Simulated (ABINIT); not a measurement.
FePt

```yaml
crystal:
  lattice:
    - [2.72350, 0.00000, 0.00000]
    - [0.00000, 2.72350, 0.00000]
    - [0.00000, 0.00000, 3.72000]
  atoms:
    - { symbol: Pt, position: [0.50000, 0.50000, 0.50000] }
    - { symbol: Fe, position: [0.00000, 0.00000, 0.00000] }
```

Space group P4/mmm; spin-polarised.

These are results of Kohn-Sham DFT of a periodic cell, r2SCAN, Ansatz PAW PBE default generated set, frozen core (ABINIT 10.8.3), not measurements.

Core electrons are frozen (PAW), and the valence fields are smoothed inside the atomic spheres.

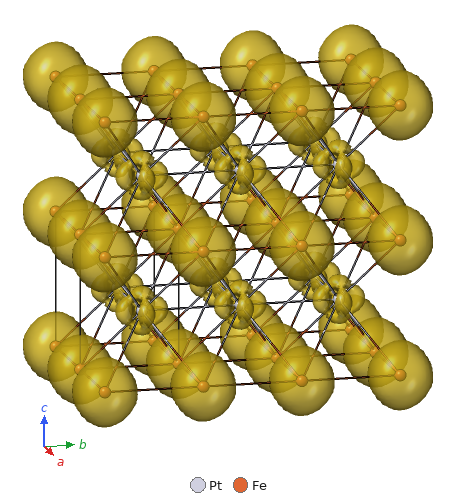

Figure 1. Isosurfaces of the spin density at +0.15 (yellow) and −0.15 e/Å³ (cyan), seen slightly off an axis. Sticks mark near contacts.

**Which atoms carry the moments, and with what signs?**

The spin density sits on Fe: +3.2 μB in one cell of 2 atoms, with smaller moments on other sites: Pt (up to +0.33 μB): parallel moments, as they must be, since the calculation's own cell holds one magnetic site. The cell of the calculation (2 atoms) carries 3.5 μB of net spin moment. Only one sign reaches the isovalue.

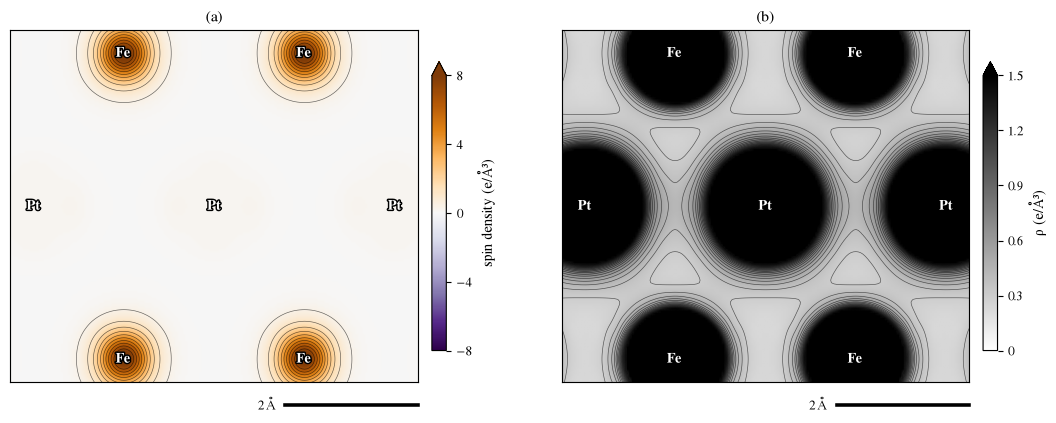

Figure 2. (a) magnetisation density (up minus down); (b) valence electron density on the (011) plane of the conventional cell.

**What does the map show?**

The section cuts through Pt and Fe sites.
Fe–Pt (2.68 Å): the density is about 0.35 e/Å³ at the midpoint.
Pt–Pt (2.72 Å): ρ at the midpoint is about 0.42 e/Å³.
Fe–Fe (2.72 Å): the density is about 0.24 e/Å³ at the midpoint.
Between the atoms the lowest density in this plane is 0.23 e/Å³.
